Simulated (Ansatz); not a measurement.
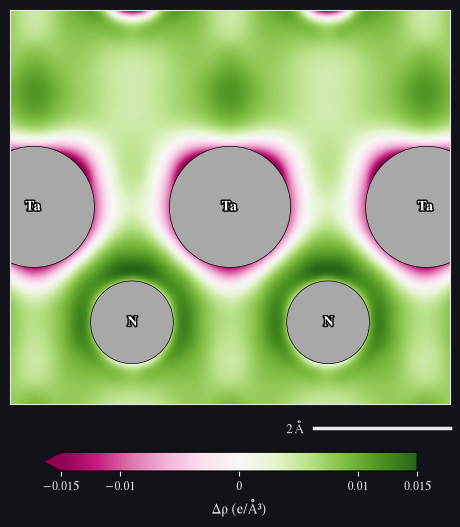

TaN. Difference of the valence pseudo-densities of two functionals at the same geometry, on the (110) plane of the calculation cell: one of r2SCAN50 and r2SCANH less the other.

Space group P-6m2.

Both computed with Ansatz (plane waves, PAW), on the same k-point mesh. Grey discs cover the atomic cores.

> Which was subtracted from which, and what does the map show?

It is r2SCAN50 less r2SCANH. Against r2SCANH, r2SCAN50 gives more density around N (+0.011 e/Å³ on average at 0.8 Å from the nucleus), more density in the space between the atoms (+0.007 e/Å³ on average) and a change of +0.005 e/Å³ at the midpoint of Ta–N.
